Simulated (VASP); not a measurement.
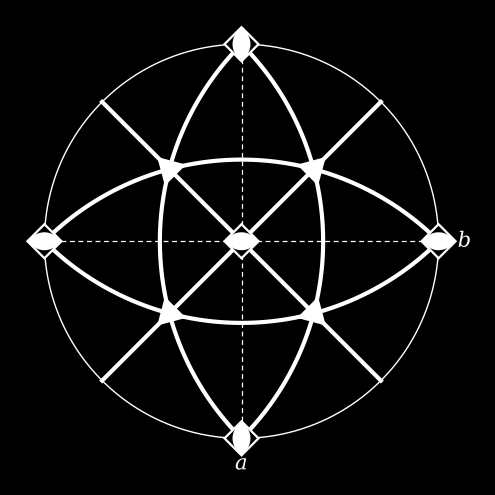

Stereographic projection: heavy lines are mirror planes (a heavy rim: a mirror in the plane of the page); lens, triangle, square and hexagon are 2-, 3-, 4- and 6-fold axes, a lens in an open square is −4, a triangle in an open hexagon −6; thin dashed diameters join the ends of axes that lie in the page; a small open circle marks inversion. The c axis points at the viewer. Computed from the symmetry operations of a computed or model structure of composition BeTe.

Q: Name the crystal class.

A: -43m (Td), order 24, cubic system: three −4 axes, four threefold axes, six mirror planes.

Q: Which physical properties does it allow?

A: It is not centrosymmetric; not polar, but piezoelectricity is allowed; it is not chiral.
